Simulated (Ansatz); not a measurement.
System: Li₇NbO₆, space group R3, 14 atoms in the cell.

```cif
data_structure
_symmetry_space_group_name_H-M 'R3:H'
_symmetry_Int_Tables_number 146
_cell_length_a 5.5211
_cell_length_b 5.5211
_cell_length_c 14.5356
_cell_angle_alpha 90.000
_cell_angle_beta 90.000
_cell_angle_gamma 120.000
_cell_volume 383.72
loop_
_atom_site_label
_atom_site_type_symbol
_atom_site_symmetry_multiplicity
_atom_site_Wyckoff_symbol
_atom_site_fract_x
_atom_site_fract_y
_atom_site_fract_z
_atom_site_occupancy
Li1 Li 9 b 0.65960 0.71504 0.21882 1
Li2 Li 9 b 0.39449 0.34798 0.11536 1
Li3 Li 3 a 0.33333 0.66667 0.01348 1
Nb1 Nb 3 a 0.66667 0.33333 0.33255 1
O1 O 9 b 0.68670 0.72180 0.08142 1
O2 O 9 b 0.37178 0.32305 0.25209 1
```

Level of theory: DFT PBEsol, scalar-relativistic, plane waves, PAW, no spin polarisation, 6×6×6 k mesh, 420 eV cutoff, Gaussian smearing of 0.02 eV; code Ansatz.

Predict the main features of the band structure and density of states. The path is Γ–T–H2|H0–L–Γ–S0|S2–F–Γ.

The material is gapped. The gap along this path is 3.82 eV and indirect, from the valence-band top at Γ to the conduction-band bottom at L; the smallest direct gap is 4.06 eV, at Γ. The top valence level at Γ is a single band, not degenerate (spin aside). The top valence band spans 0.3 eV and the lowest conduction band 0.5 eV. The direct gaps are 4.06 eV at Γ, 4.14 eV at F and 4.10 eV at L.

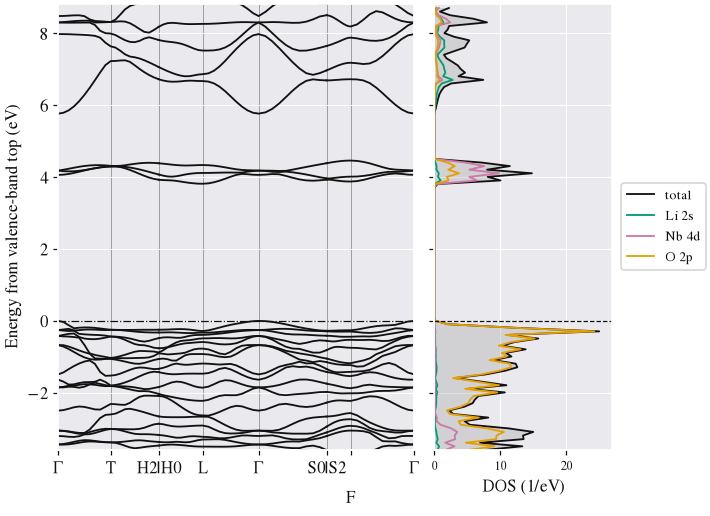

Band structure and density of states. Energies are counted from the top of the valence band. The partial curves are projected on Löwdin-orthogonalised atomic shells.
